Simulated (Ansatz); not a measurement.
Consider Ge₈H₃ (slab).

```yaml
crystal:
  lattice:
    - [4.01170, 0.00000, 0.00000]
    - [0.00000, 8.02340, 0.00000]
    - [0.00000, 0.00000, 27.10888]
  atoms:
    - { symbol: Ge, position: [0.00000, 0.09443, 0.67065] }
    - { symbol: Ge, position: [0.00000, 0.40557, 0.67065] }
    - { symbol: Ge, position: [0.50000, 0.01535, 0.62424] }
    - { symbol: Ge, position: [0.50000, 0.48465, 0.62424] }
    - { symbol: Ge, position: [0.50000, 0.25000, 0.56635] }
    - { symbol: Ge, position: [0.50000, 0.75000, 0.57696] }
    - { symbol: Ge, position: [0.00000, 0.25000, 0.51586] }
    - { symbol: Ge, position: [0.00000, 0.75000, 0.52310] }
    - { symbol: Ge, position: [0.00000, 0.99469, 0.46728] }
    - { symbol: Ge, position: [0.00000, 0.50531, 0.46728] }
    - { symbol: Ge, position: [0.50000, 0.99648, 0.41513] }
    - { symbol: Ge, position: [0.50000, 0.50352, 0.41513] }
    - { symbol: Ge, position: [0.50000, 0.25000, 0.36361] }
    - { symbol: Ge, position: [0.50000, 0.75000, 0.36232] }
    - { symbol: Ge, position: [0.00000, 0.25000, 0.31209] }
    - { symbol: Ge, position: [0.00000, 0.75000, 0.31209] }
    - { symbol: H, position: [0.00000, 0.40321, 0.27666] }
    - { symbol: H, position: [0.00000, 0.09679, 0.27666] }
    - { symbol: H, position: [0.00000, 0.90321, 0.27666] }
    - { symbol: H, position: [0.00000, 0.59679, 0.27666] }
    - { symbol: H, position: [0.00000, 0.02778, 0.72382] }
    - { symbol: H, position: [0.00000, 0.47222, 0.72382] }
```

Not relaxed (largest force 0.8 eV/Å).

Computed with DFT r2SCAN, scalar-relativistic, plane waves, PAW in Ansatz 0.2.0.

> Predict the valence pseudo-density and electron localisation function between the atoms.

Ge–H (1.54 Å): ρ at the midpoint is about 1 e/Å³; the ELF climbs to about 1 towards the hydrogen.
Ge–Ge (2.44 Å): ρ at the midpoint is about 0.53 e/Å³; the ELF peaks at about 0.80 between the atoms, as expected for a covalent bond.
Ge–Ge (2.50 Å): the density is about 0.53 e/Å³ at the midpoint, with its minimum of 0.46 e/Å³ about 1.4 Å from Ge; the ELF peaks at about 0.85 between the atoms; localised, covalent bonding.

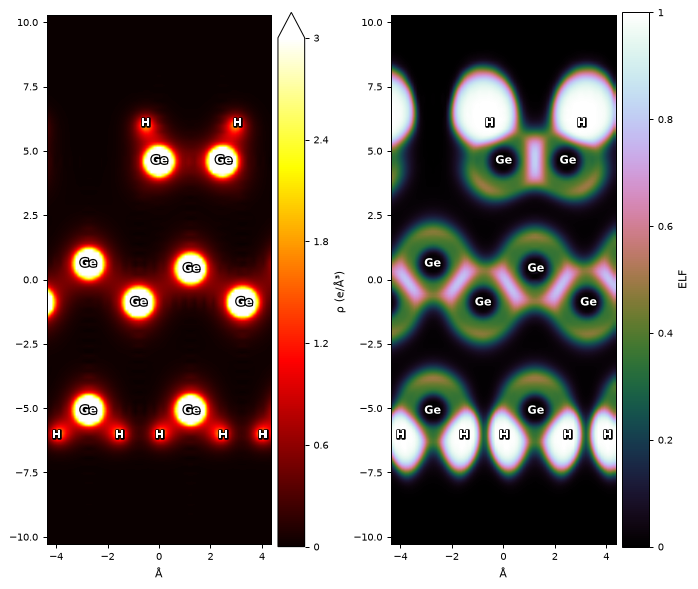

Computed valence pseudo-density and electron localisation function on the (100) plane of the calculation cell, a cut from vacuum to vacuum, in this order. 

The density is the valence pseudo-density of a PAW calculation; it isn't the true density close to the nuclei.
